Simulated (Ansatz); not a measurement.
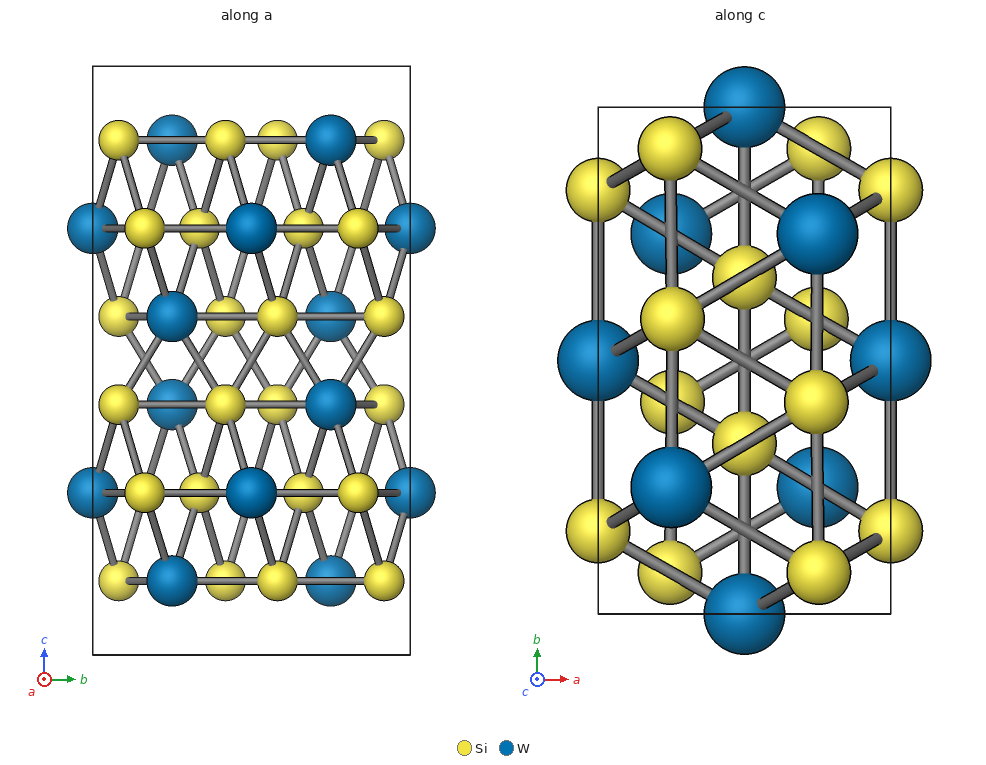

This ball-and-stick model is shown along the a axis and along the c axis. The frame is the conventional unit cell; atoms at its boundary are shown with their periodic copies.

Si2W, space group C222 (No. 21), a = 4.58 Å, b = 7.93 Å, c = 14.71 Å, α = 90.00°, β = 90.00°, γ = 90.00°.

The numbers come from Ansatz 0.2.0, DFT PBEsol, scalar-relativistic, plane waves, PAW, using a basis cut at 420 eV, k-points about 0.16 Å⁻¹ apart, Gaussian smearing of 0.15 eV, no spin polarisation.

Is it conducting or gapped at this level?

A metal: bands cross the Fermi level.

What pressure does the calculation give for this cell?

The computed pressure is -4.7 GPa (stretched: it would shrink). The stress isn't hydrostatic: its largest component is 5.5 GPa.

The model was built from a structure listed in the Materials Project. The cell was then strained or its atoms displaced on purpose. It was run through Ansatz as a DFT input.

At this level of theory the run's own cell isn't at rest (stretched, at -5 GPa and forces up to 1.2 eV/Å), so its distances can differ from those at equilibrium, the more so the softer the solid.
